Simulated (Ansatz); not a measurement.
**A series of single points on MgO**

System: MgO (P6₃mc, 8 atoms in the cell).
Method: DFT PBE, scalar-relativistic, plane waves, PAW, PAW set soft_1, no spin polarisation (Ansatz 0.2.0).

The 6 runs differ only in the geometry, by a strain of the cell at fixed fractional positions. Against run 3, the strain is εxx = −0.13 η, εyy = −0.13 η and εzz = η. The structure derives from a Materials Project entry.

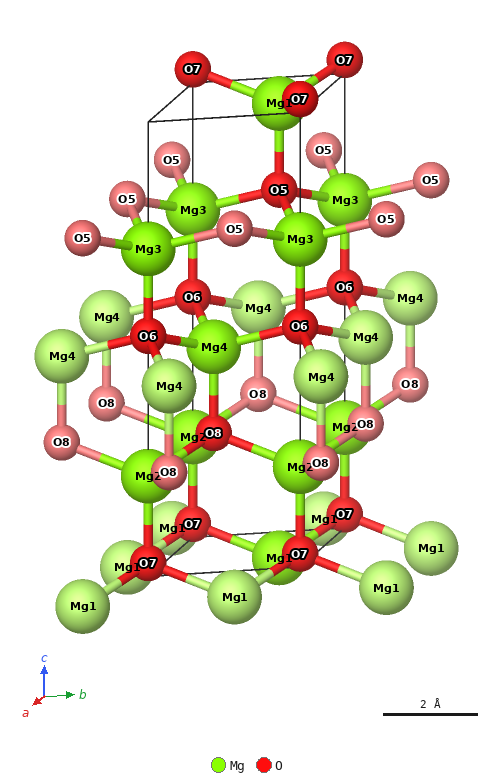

Figure 1. The structure of run 3 (ball-and-stick view of the cell of the calculation, seen slightly off an axis; neighbours outside the cell are drawn fainter; atoms are numbered from 1 in the order of the input).

## Input of run 3
```yaml
crystal:
  lattice:
    - [3.3475371912, 0.0, 0.0]
    - [-1.6737685956, 2.8990522477, 0.0]
    - [0.0, 0.0, 10.0971764299]
  atoms:
    - { symbol: Mg, position: [0.3333333333, 0.6666666667, 0.9694906392] }
    - { symbol: Mg, position: [0.0, 0.0, 0.2208211786] }
    - { symbol: Mg, position: [0.0, 0.0, 0.7208211786] }
    - { symbol: Mg, position: [0.6666666667, 0.3333333333, 0.4694906392] }
    - { symbol: O, position: [0.3333333333, 0.6666666667, 0.7800420079] }
    - { symbol: O, position: [0.0, 0.0, 0.5296443544] }
    - { symbol: O, position: [0.0, 0.0, 0.0296443544] }
    - { symbol: O, position: [0.6666666667, 0.3333333333, 0.2800420079] }
basis:
  ecutwfc: 520.0
kpoints:
  mp_grid: { grid: [9, 9, 4] }
hamiltonian:
  xc: pbe
  pseudopotentials: { kind: paw, azcp: { folder: soft_1 } }
scf:
  occupations: { method: gaussian, width: 0.05 }
output:
  forces: true
  stress: true
  eigenvalues: true
```

Command:
```bash
ansatz run input.yaml --threads 2 --pin off --max-ram 4096MiB --backend cpu --events-out ev --progress --plain --runs-dir out
```

Run 5 differs from it as follows:
```diff
-    - [3.3475371912, 0.0, 0.0]
-    - [-1.6737685956, 2.8990522477, 0.0]
-    - [0.0, 0.0, 10.0971764299]
+    - [3.2984209484, 0.0, 0.0]
+    - [-1.6492104742, 2.8565163336, 0.0]
+    - [0.0, 0.0, 11.2324426976]
```

## Results, with one run withheld

| run | strain parameter η (%) | free energy per atom, from the lowest run given (meV) | pressure (GPa) | gap on the mesh (eV) |
| --- | --- | --- | --- | --- |
| 1 | −10.2850 | 264.83 | 17.74 | 3.46 |
| 2 | −5.2573 | 94.21 | 7.38 | 3.40 |
| 3 | 0.0000 | 14.26 | 0.40 | 3.33 |
| 4 | 5.4997 | 0.00 | −4.14 | 3.25 |
| 5 | 11.2495 | ? | ? | ? |
| 6 | 17.2577 | 101.54 | −8.45 | 2.76 |

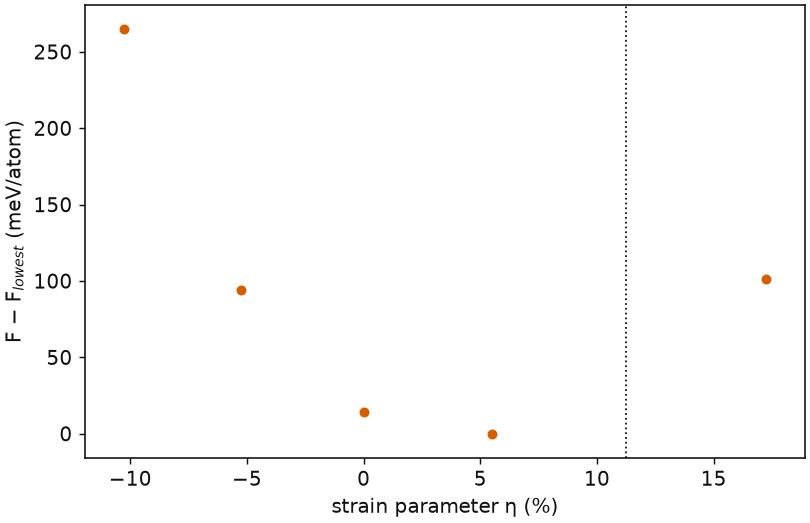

Figure 2. Free energy per atom of the runs given; the dotted line marks run 5.

Estimate the energy of run 5 from the others.

A cubic polynomial in the coordinate, fitted to the 5 runs given, misses them by at most 1.74 meV per atom. With x = η − 1.4430, it reads F = 3.1421 − 4.7748 x + 1.153 x² − 0.028954 x³ (meV per atom). At run 5 it gives 39.89 meV per atom, and the run itself gives 33.38. The fit has its minimum at η = 3.7066 %. So low a polynomial doesn't follow these energies more closely. The gap on the mesh goes, without turning, from 3.46 eV in run 1 to 2.76 eV in run 6; run 5 has 3.08 eV. These are gaps of this functional on this mesh, which can miss the band edges; they aren't the measured gap.

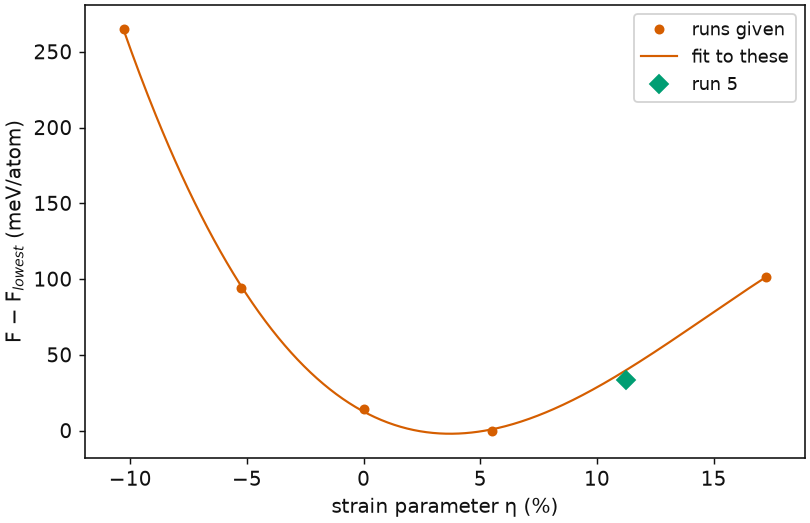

Figure 3. The fit and the withheld run.

## Output, shortened to warnings, some set-up lines, iterations and results (run 5)
```
Basis set: ecut = 520 eV, 2837 PW (Γ), exchange–correlation on 50×50×180 points (8 copies of the dense FFT grid, shifted against one another)
Symmetry: 12 space group operations
k-points: 36 of 324 (time reversal used)
Initial density: superposition of atomic densities (chi_scale 0.1, normalization cell, long waves kept (reshape's long-wave potential 0.00 eV rms))
[...]
SCF iter   1: F=—  HF=-9976.079838 eV  |F-HF|=—  |Δ(HF+E_count)|=         —  Δρ=6.56e-2  dr2=3.57e0  ethr=3.10e-3  ⟨swp⟩=6.5  Hψ=6478  notcnv=0
SCF iter   2: F=—  HF=-9975.574078 eV  |F-HF|=—  |Δ(HF+E_count)|=   5.06e-1  Δρ=3.42e-2  dr2=1.23e0  ethr=3.10e-3  ⟨swp⟩=2.0  Hψ=2888  notcnv=0  defer=130
SCF iter   3: F=—  HF=-9975.540997 eV  |F-HF|=—  |Δ(HF+E_count)|=   3.31e-2  Δρ=5.93e-3  dr2=5.09e-2  ethr=1.92e-3  ⟨swp⟩=3.0  Hψ=2476  notcnv=0  defer=130
SCF iter   4: F=—  HF=-9975.554874 eV  |F-HF|=—  |Δ(HF+E_count)|=   1.39e-2  Δρ=1.51e-3  dr2=2.09e-3  ethr=7.96e-5  ⟨swp⟩=2.0  Hψ=1900  notcnv=0  defer=130
SCF iter   5: F=—  HF=-9975.558277 eV  |F-HF|=—  |Δ(HF+E_count)|=   3.40e-3  Δρ=3.47e-4  dr2=8.96e-5  ethr=3.27e-6  ⟨swp⟩=2.0  Hψ=2043  notcnv=0  defer=58
SCF iter   6: F=—  HF=-9975.558335 eV  |F-HF|=—  |Δ(HF+E_count)|=   5.81e-5  Δρ=8.29e-5  dr2=4.57e-6  ethr=1.40e-7  ⟨swp⟩=2.0  Hψ=1944  notcnv=0  defer=58
SCF iter   7: F=—  HF=-9975.558350 eV  |F-HF|=—  |Δ(HF+E_count)|=   1.50e-5  Δρ=1.23e-5  dr2=1.76e-7  ethr=7.14e-9  ⟨swp⟩=2.0  Hψ=1877  notcnv=0  defer=58
SCF iter   8: F=-9975.558350 eV  HF=-9975.558350 eV  |F-HF|=1.06e-8  |Δ(HF+E_count)|=   4.30e-7  Δρ=2.85e-6  dr2=8.09e-9  ethr=1.56e-10  ⟨swp⟩=9.6  Hψ=5753  notcnv=0
SCF 1 converged in 8 iterations: F = -9975.558350 eV  dr2 = 8.09e-9
SCF converged after 8 iterations
Free energy (F): -9975.558350 eV
Harris-Foulkes:  -9975.558350 eV  (|F-HF|=1.06e-8)
Internal energy: -9975.558350 eV  (E = F + TS)
E sigma→0 (E₀):  -9975.558350 eV
Fermi energy:    5.276720 eV
--- Per-component energies (eV) ---
  E_band       = -1415.116794
  E_kinetic    = 957.798057
  E_local      = -8082.999680  (includes V_loc(G=0)·N_el)
  E_nonlocal   = 988.111010
  E_hartree    = 2786.828919
  E_xc         = -396.422324
  E_vxc        = -507.218507  (∫ρ·V_xc dr)
  E_paw        = -1853.414596  (= ΣΔE_a)
  E_vpaw       = -344.467545  (= ΣTr[D̂ρ^β])
  E_aug_tail   = 0.000770  (compensation charges beyond the density's cutoff)
  E_ewald      = -4375.460506
  E_smearing   = -0.000000  (= −TS)
  E_closure    = -0.000000  (closes the sum)
  Σ components = -9975.558350   (vs F -9975.558350, Δ=0.00e0)
--- Forces (eV/Å), atoms counted from 1 ---
  atom   1  Mg    -0.00000000     0.00000000    -0.22509000
  atom   2  Mg     0.00000000     0.00000000    -0.24400089
  atom   3  Mg    -0.00000000     0.00000000    -0.24400089
  atom   4  Mg     0.00000000     0.00000000    -0.22509000
  atom   5  O      0.00000000     0.00000000     0.25752641
  atom   6  O      0.00000000     0.00000000     0.21161258
  atom   7  O      0.00000000     0.00000000     0.21161258
  atom   8  O      0.00000000     0.00000000     0.25752641
  max |Σ_I F_I| component: 9.62e-5 eV/Å
--- Stress (GPa, compression-positive) ---
       -3.792208      -0.000000       0.000000
        0.000000      -3.792208      -0.000000
        0.000000       0.000000     -13.189820
  P = ⅓ Tr σ = -6.9247 GPa (-69.247 kbar)
```
